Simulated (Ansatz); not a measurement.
Band-structure calculation of CdF$_{2}$

CdF$_{2}$ (I4/mmm, 3 atoms in the cell), computed with DFT, r2SCAN, plane waves, PAW, no spin polarisation (Ansatz 0.2.0).

The structure was built on a prototype by a generator. The geometry comes from this level: r2SCAN (a point of a series of strains). It belongs to a series of runs on one base structure; here: epitaxial_xy strain +1.4%. Figures and captions count atoms from 1; the log counts them from 0 in places.

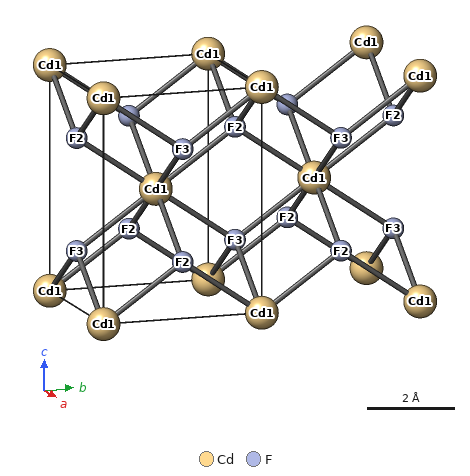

Fig. 1: The structure (ball-and-stick view of the cell 2 times as large as that of the calculation, set on its symmetry axes, repeated 1 × 2 × 1, seen slightly off an axis; atoms are numbered from 1 in the order of the input).

Results in brief

```json
{"quantity": "outcome", "value": "converged"}
{"quantity": "space group (tolerance 0.01 Å)", "value": "I4/mmm (139)"}
{"quantity": "electrons treated", "value": "34"}
{"quantity": "free energy", "value": "−9889.3688 eV"}
{"quantity": "Fermi energy", "value": "5.635 eV"}
{"quantity": "gap on the k-point mesh", "value": "3.71 eV"}
{"quantity": "pressure", "value": "−1.86 GPa"}
{"quantity": "largest force (length of the vector)", "value": "under 0.001 eV/Å"}
{"quantity": "hardware", "value": "4 threads of an Arm (aarch64) CPU, shared host"}
{"quantity": "wall time", "value": "3.6 s (CPU time 13 s)"}
{"quantity": "peak memory", "value": "0.47 GiB"}
```

Input file
```yaml
crystal:
  lattice:
    - [0.0, 2.7310879153, 2.6672838473]
    - [2.7310879153, 0.0, 2.6672838473]
    - [2.7310879153, 2.7310879153, 0.0]
  atoms:
    - { symbol: Cd, position: [0.0, 0.0, 0.0] }
    - { symbol: F, position: [0.25, 0.25, 0.25] }
    - { symbol: F, position: [0.75, 0.75, 0.75] }
kpoints:
  mp_grid: { grid: [8, 8, 8] }
  band_path:
    path:
      - [0.0, 0.0, 0.0]
      - [0.5, 0.0, 0.5]
      - [0.625, 0.25, 0.625]
      - [0.375, 0.375, 0.75]
      - [0.5, 0.5, 0.5]
      - [0.5, 0.25, 0.75]
    npoints: 1
hamiltonian:
  xc: r2scan
scf:
  occupations: { method: fixed }
  n_extra_bands: 4
output:
  forces: true
  stress: true
  eigenvalues: true
```

What the program printed
```
scf.n_extra_bands = 4 over 17 filled bands (N_el = 34.0): the run solves 21 bands
Engine: ansatz 0.2.0, aarch64-unknown-linux-gnu
Pseudopotentials: kind: paw
Pseudopotential: Cd, paw, valence charge 20, recommended cutoff 500 eV (meta_gga), Cd.paw.azcp
Pseudopotential: F, paw, valence charge 7, recommended cutoff 500 eV (meta_gga), F.paw.azcp
Functional definition: r2SCAN
  parameter k0 = 0.174
  parameter k1 = 0.065
  parameter a1 = 4.9479
  exchange = r2scan_x(k0 = k0, k1 = k1, a1 = a1)
  correlation = r2scan_c
Crystal: 3 atoms, lattice volume = 39.790 Å³
Basis set: ecut = 500 eV, 973 PW (Γ), exchange–correlation on 120×120×120 points (64 copies of the dense FFT grid, shifted against one another)
Bands: 21, of which v1, the nominal top of the filled ones, is band 17 counted from 1 (16 counted from 0)
Symmetry: 16 space group operations
Space group: I4/mmm (ITA 139), of the structure as read, at distance tolerance 3.4e-5 Å
k-points: 59 of 512
Non-local potential: Cd, projectors of the file, l = 0: 3, l = 1: 2, l = 2: 2, l = 3: 1
Non-local potential: F, projectors of the file, l = 0: 2, l = 1: 2, l = 2: 1
PAW form: soft (Blöchl's): semilocal exchange-correlation on the pseudo side does not see the compensation charge
PAW frozen core: Cd, regenerated for the run's functional (the file was generated under x = pbe(κ = 0.804, μ = 0.2195149727645171), c = pbe(β = 0.06672455060314922))
PAW frozen core: F, regenerated for the run's functional (the file was generated under x = pbe(κ = 0.804, μ = 0.2195149727645171), c = pbe(β = 0.06672455060314922))
PAW one-centre angular grid: Cd, 590 points (default); XC on 160 Gauss nodes
PAW one-centre angular grid: F, 302 points (default); XC on 160 Gauss nodes
Initial density: superposition of atomic densities (neutral atoms: chi_scale 0, normalization atom), corrected by the library's trained network
Initial wavefunctions: pseudopotential atomic-orbital guess
Functional: x = r2scan, c = r2scan; τ floored in thin density (d = 2e-4 eV/Å³)
SCF iter   1: F=—  HF=-9889.340809 eV  |F-HF|=—  |Δ(HF+E_count)|=         —  Δρ=1.09e-2  dr2=3.70e-2  dr2_τ=7.49e-2  ethr=1.77e-3  ⟨swp⟩=4.2  Hψ=4490  notcnv=0  defer=104
preconditioner: auto → none  [insulator: Δε(μ)=3.858 eV  Ē_g=17.572 eV  n_scr=14 (ndim 8)  ℏωp=30.0 eV  f_vac=0.143  ε∞_Penn≈3.9]
SCF iter   2: F=—  HF=-9889.369239 eV  |F-HF|=—  |Δ(HF+E_count)|=   2.84e-2  Δρ=6.40e-3  dr2=5.10e-3  dr2_τ=1.74e-3  ethr=1.09e-4  ⟨swp⟩=2.0  Hψ=2602  notcnv=0  defer=115
SCF iter   3: F=—  HF=-9889.368726 eV  |F-HF|=—  |Δ(HF+E_count)|=   5.13e-4  Δρ=2.39e-3  dr2=9.68e-4  dr2_τ=2.53e-4  ethr=1.50e-5  ⟨swp⟩=2.6  Hψ=2109  notcnv=0  defer=118
SCF iter   4: F=—  HF=-9889.368782 eV  |F-HF|=—  |Δ(HF+E_count)|=   5.62e-5  Δρ=8.14e-4  dr2=1.31e-4  dr2_τ=1.66e-5  ethr=2.85e-6  ⟨swp⟩=2.9  Hψ=1943  notcnv=0  defer=118
SCF iter   5: F=—  HF=-9889.368771 eV  |F-HF|=—  |Δ(HF+E_count)|=   1.07e-5  Δρ=1.30e-4  dr2=3.52e-6  dr2_τ=7.40e-7  ethr=3.86e-7  ⟨swp⟩=2.9  Hψ=2341  notcnv=0  defer=11
SCF iter   6: F=—  HF=-9889.368785 eV  |F-HF|=—  |Δ(HF+E_count)|=   1.41e-5  Δρ=3.48e-5  dr2=3.74e-7  dr2_τ=2.82e-8  ethr=1.03e-8  ⟨swp⟩=2.7  Hψ=2167  notcnv=0
SCF iter   7: F=-9889.368785 eV  HF=-9889.368785 eV  |F-HF|=3.04e-9  |Δ(HF+E_count)|=   3.28e-8  Δρ=4.83e-6  dr2=6.65e-9  dr2_τ=5.87e-10  ethr=2.94e-10  ⟨swp⟩=5.5  Hψ=5102  notcnv=0
SCF 1 converged in 7 iterations: F = -9889.368785 eV  dr2 = 6.65e-9
  greatest PAW one-centre occupation: 1.003 electrons in one spin orbital (limit 2), on the Cd atom at site 0 (counted from 0), in its partial waves of l = 1
```

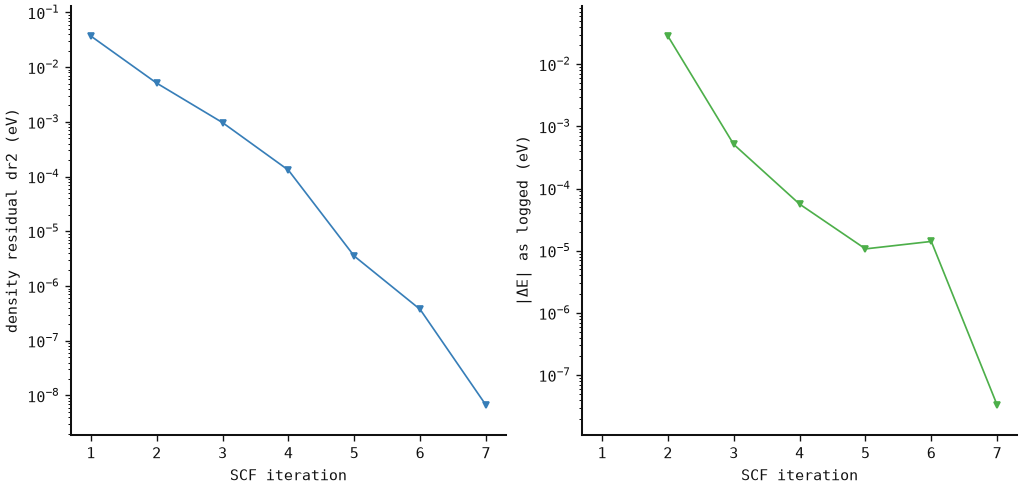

Fig. 2: Convergence of the self-consistent field: density residual dr2 and size of the energy change against the SCF iteration. The residual falls at every step.

```
NSCF: frozen V_eff on 6 k-points
SCF converged after 7 iterations
Free energy (F): -9889.368785 eV
Harris-Foulkes:  -9889.368785 eV  (|F-HF|=3.04e-9)
Internal energy: -9889.368785 eV  (E = F + TS)
E sigma→0 (E₀):  -9889.368785 eV
Fermi energy:    5.635062 eV
--- Per-component energies (eV) ---
  E_band       = -528.040914
  E_kinetic    = 921.815222
  E_local      = -4275.949131  (includes V_loc(G=0)·N_el)
  E_nonlocal   = 184.068734
  E_hartree    = 1895.099654
  E_xc         = -325.879654
  E_vxc        = -476.013541  (∫ρ·V_xc dr)
  E_paw        = -4515.746529  (= ΣΔE_a)
  E_vpaw       = -705.809745  (= ΣTr[D̂ρ^β])
  E_aug_tail   = 0.002177  (compensation charges beyond the density's cutoff)
  E_vtau       = 33.649767  (kinetic-family band-sum trace: ∫τ·v_τ [+ j·A + Jᵃ·Aᵃ] dr)
  E_ewald      = -3772.151705
  E_core_change = -0.627554  (= ΣΔE_core)
  E_smearing   = -0.000000  (= −TS)
  E_closure    = -0.000000  (closes the sum)
  Σ components = -9889.368785   (vs F -9889.368785, Δ=0.00e0)
--- Forces (eV/Å), atoms counted from 1 ---
  atom   1  Cd    -0.00000000     0.00000000     0.00000000
  atom   2  F     -0.00000000     0.00000000     0.00000000
  atom   3  F     -0.00000000     0.00000000     0.00000000
  max |Σ_I F_I| component: 1.39e-17 eV/Å
--- Stress (GPa, compression-positive) ---
       -2.773337       0.000000       0.000000
        0.000000      -2.773337       0.000000
        0.000000       0.000000      -0.034229
  P = ⅓ Tr σ = -1.8603 GPa (-18.603 kbar)
--- Band table (eV; the first three rows and the last of 59) ---
  k-point 0: bands = ["-95.3553", "-55.5636", "-55.5539", "-55.5539", "-16.2120", "-15.1969", "0.0233", "0.0233", "0.0354", "1.1566", "1.1647", "4.6091", "4.6091", "4.8084", "5.0316", "5.1063", "5.1063", "9.3421", "19.1265", "19.1919", "19.1919"]
  k-point 1: bands = ["-95.3553", "-55.5638", "-55.5541", "-55.5540", "-16.1666", "-15.2373", "0.0785", "0.0888", "0.1863", "1.1409", "1.1477", "4.2147", "4.5158", "4.6319", "4.9855", "5.1033", "5.1122", "9.8935", "18.3391", "19.3972", "19.4212"]
  k-point 2: bands = ["-95.3553", "-55.5642", "-55.5546", "-55.5541", "-16.0430", "-15.3470", "0.2041", "0.2227", "0.6111", "1.1312", "1.1315", "3.5408", "4.2573", "4.3267", "4.5147", "5.1407", "5.1474", "11.1791", "17.0575", "20.0154", "20.0458"]
  k-point 58: bands = ["-95.3552", "-55.5659", "-55.5548", "-55.5548", "-15.7497", "-15.5738", "0.2592", "0.9217", "0.9217", "1.2695", "1.4648", "2.6310", "2.7257", "2.7257", "5.2231", "5.5089", "5.5089", "14.3498", "16.0652", "17.8022", "20.6895"]
```

File bands.tsv
```
# k_distance	band_0	band_1	band_2	band_3	band_4	band_5	band_6	band_7	band_8	band_9	band_10	band_11	band_12	band_13	band_14	band_15	band_16	band_17	band_18	band_19	band_20
# fermi_ev = 5.635062
# lock_threshold_ev = 1e-6
# [0, 0, 0] at k_distance = 0.000000
# [0.5, 0, 0.5] at k_distance = 1.150308
# [0.625, 0.25, 0.625] at k_distance = 1.561897
# [0.375, 0.375, 0.75] at k_distance = 2.269150
# [0.5, 0.5, 0.5] at k_distance = 2.984844
# [0.5, 0.25, 0.75] at k_distance = 3.808021
# levels_relative_to = fermi_ev
# free_energy_ev = -9889.368785
# largest_residual_norms_ev = 4.390e-4 2.151e-4 2.555e-4 2.536e-4 7.474e-4 6.154e-4 6.517e-4 6.735e-4 6.937e-4 6.319e-4 6.157e-4 7.949e-4 3.150e-4 4.570e-4 4.335e-4 5.394e-4 5.351e-4 7.688e-4 1.001e-3 1.028e-3 1.544e-3
0.000000	-100.990354	-61.198691	-61.188953	-61.188953	-21.847065	-20.832005	-5.611787	-5.611787	-5.599706	-4.478444	-4.470407	-1.026006	-1.026006	-0.826673	-0.603512	-0.528720	-0.528720	3.706994	13.491427	13.556827	13.556827
1.150308	-100.990280	-61.199575	-61.191137	-61.189674	-21.440858	-21.154543	-5.347854	-4.732983	-4.666335	-4.375490	-4.208652	-3.072454	-2.910195	-2.833128	-0.546998	-0.135929	-0.050936	8.759418	10.482113	12.160054	15.022756
1.561897	-100.990280	-61.199737	-61.190749	-61.189853	-21.365606	-21.236896	-5.171539	-4.815924	-4.543094	-4.527224	-4.417952	-3.306829	-2.466927	-2.295667	-0.934488	-0.380714	-0.211102	8.703234	11.464349	11.573039	15.183292
2.269150	-100.990275	-61.200553	-61.190252	-61.189704	-21.317480	-21.282952	-5.193776	-4.828918	-4.538739	-4.523073	-4.429532	-3.261789	-2.501153	-2.306467	-0.932101	-0.278804	-0.230597	8.667097	11.494212	11.593011	15.062525
2.984844	-100.990301	-61.199783	-61.190368	-61.189366	-21.350301	-21.286413	-5.302185	-5.267623	-4.418259	-4.400108	-4.221950	-2.633078	-2.219569	-1.821138	-1.766647	-0.442880	-0.430843	7.862831	9.620665	15.361180	15.546684
3.808021	-100.990279	-61.200261	-61.190502	-61.189770	-21.326808	-21.271563	-5.040744	-4.697454	-4.685421	-4.563115	-4.560636	-3.380552	-2.594054	-1.520589	-1.485893	-0.570748	0.000000	8.802056	11.850920	12.428815	12.501157
```

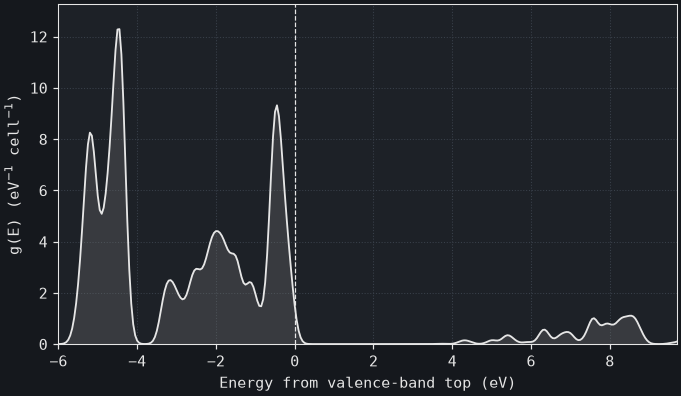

Fig. 3: Density of states (the curve is built from the levels of the k mesh with Gaussians 0.3 eV wide, which also blur the band edges), with energies from the valence-band top. There is a gap of 3.71 eV on the k-point mesh. Small ripples come from the finite k-point mesh.
